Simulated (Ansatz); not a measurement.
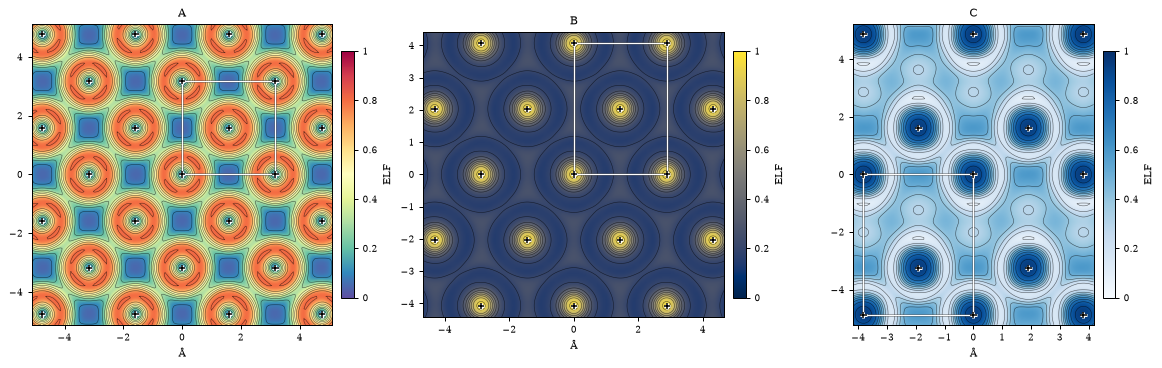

The ELF of 3 systems, each on a plane through atoms (crosses mark nuclei in the plane).

Level of theory: DFT, r2SCAN, plane waves (500 eV) with PAW, scalar-relativistic in Ansatz.

System 1: Cr, the (110) plane of the cell of the magnetic structure. Space group P6₃/mmc; set up as Cr, hcp; a generated structure, not necessarily the stable one; changed on purpose from its base cell (volume × 0.88); computed pressure about 10 GPa in this cell; spin-polarised.

```cif
data_structure
_symmetry_space_group_name_H-M 'P 1'
_symmetry_Int_Tables_number 1
_cell_length_a 2.8121
_cell_length_b 2.8121
_cell_length_c 3.8206
_cell_angle_alpha 90.000
_cell_angle_beta 90.000
_cell_angle_gamma 120.000
_cell_volume 26.17
loop_
_atom_site_label
_atom_site_type_symbol
_atom_site_fract_x
_atom_site_fract_y
_atom_site_fract_z
_atom_site_occupancy
Cr1 Cr 0.33333 0.66667 0.00000 1
Cr2 Cr 0.66667 0.33333 0.50000 1
```

System 2: C, the (100) plane of the conventional cell. Space group Fm-3m; set up as C, fcc; a generated structure, not necessarily the stable one; changed on purpose from its base cell (volume × 1.08); computed pressure about −10 GPa in this cell.

```
C
1.0
     3.17668    0.00000    0.00000
     0.00000    3.17668    0.00000
     0.00000    0.00000    3.17668
C
4
Direct
  0.00000 0.00000 0.00000
  0.50000 0.50000 0.00000
  0.50000 0.00000 0.50000
  0.00000 0.50000 0.50000
```

System 3: Cu, the (101̄) plane of the conventional cell. Space group Im-3m; set up as Cu, bcc; a generated structure, not necessarily the stable one; changed on purpose from its base cell (volume × 1.04); computed pressure about −6 GPa in this cell; computed without spin polarisation.

### Which map belongs to which system?

Panel A is system 2, C: the plane holds C. C–C (2.25 Å): the ELF peaks at about 0.80 in the valence shell of C, 0.6 Å from its nucleus, and drops to about 0.30 between the two atoms. Panel B is system 3, Cu: the plane holds Cu. Cu–Cu (2.49 Å): the ELF is about 0.20 at the midpoint; no localised pair shows between them. Panel C is system 1, Cr: the plane holds Cr. Cr–Cr (2.51 Å): the ELF is about 0.25 at the midpoint: no shared electron pair shows on this line.
